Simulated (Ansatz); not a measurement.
Al$_{3}$Ru$_{2}$

```
CELL_PARAMETERS angstrom
2.98421 0.00000 0.00000
0.00000 2.98421 0.00000
0.00000 0.00000 13.75550
ATOMIC_POSITIONS crystal
Al 0.00000 0.00000 0.00000
Al 0.50000 0.50000 0.50000
Al 0.50000 0.50000 0.30441
Al 0.00000 0.00000 0.80441
Al 0.00000 0.00000 0.19559
Al 0.50000 0.50000 0.69559
Ru 0.50000 0.50000 0.10562
Ru 0.00000 0.00000 0.60562
Ru 0.00000 0.00000 0.39438
Ru 0.50000 0.50000 0.89438
```

Space group I4/mmm; a structure from a database of computed crystals, not necessarily the ambient phase; changed on purpose from its base cell (volume × 0.91, shape and atoms relaxed); computed pressure about 22 GPa in this cell; computed without spin polarisation.

Theory: Ansatz 0.2.0, DFT PBEsol, scalar-relativistic, plane waves, PAW.

In a PAW calculation such maps are meaningful between the atoms, not at the nuclei.

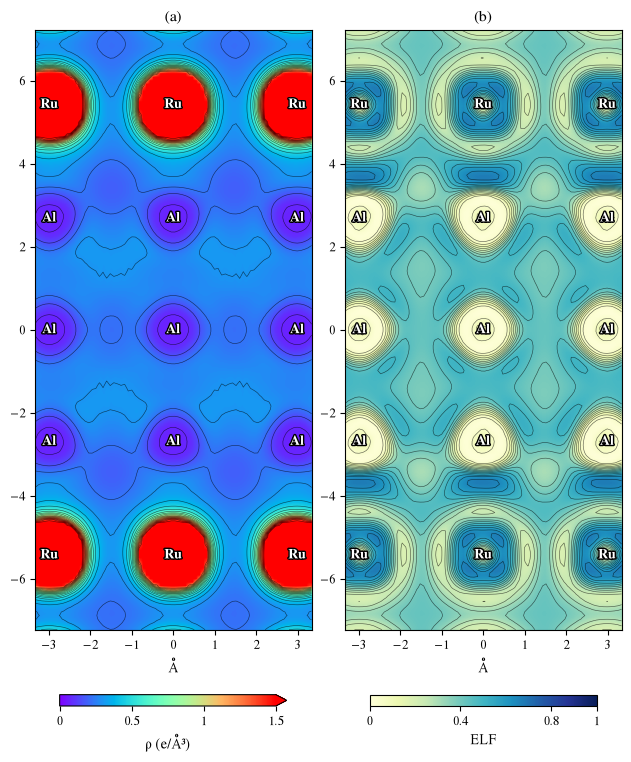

Figure 1. (a) valence charge density (pseudo); (b) ELF on the (010) plane of the conventional cell.

### Describe what can be read from this map.

The plane passes through Al and Ru nuclei.
Al–Al (2.69 Å): ρ is about 0.26 e/Å³ halfway; the ELF is about 0.50 at the midpoint.
Al–Ru (2.73 Å): ρ is about 0.35 e/Å³ halfway; the ELF is about 0.45 at the midpoint.
Between the atoms the lowest density in this plane is 0.18 e/Å³.
The features right at Ru lie inside the PAW spheres, where the map follows smoothed inner orbitals and isn't to be read closely.

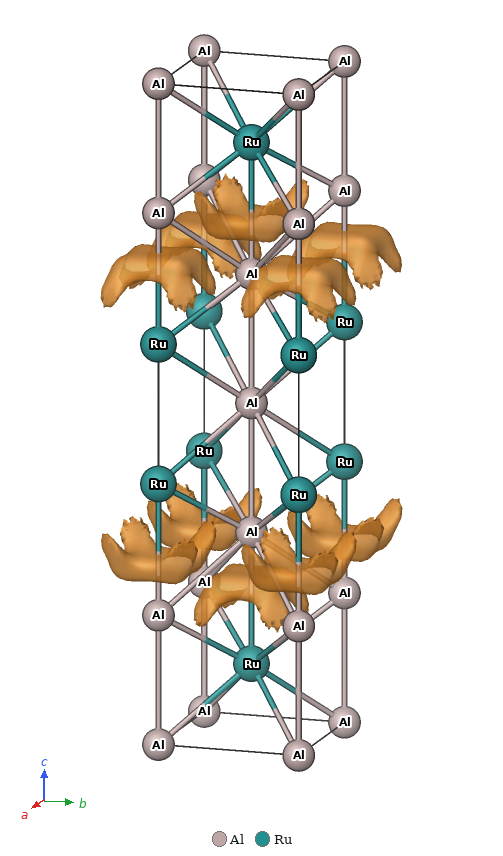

Figure 2. Isosurface of the ELF at 0.55 (orange), seen slightly off an axis. Core shells and regions of very low density are left out. Sticks mark near contacts.

### Where are the electrons localised?

The surface consists of four regions between bonded Al–Ru atoms, counted in one cell of 10 atoms. Regions shared between cells count once.


Al–Ru (2.45 Å): the ELF is about 0.40 at the midpoint. Al–Al (2.59 Å): the ELF reaches about 0.55 near the midpoint.

### Metal or insulator at this level of theory?

It is metallic or semimetallic at this level of theory: no gap opens.
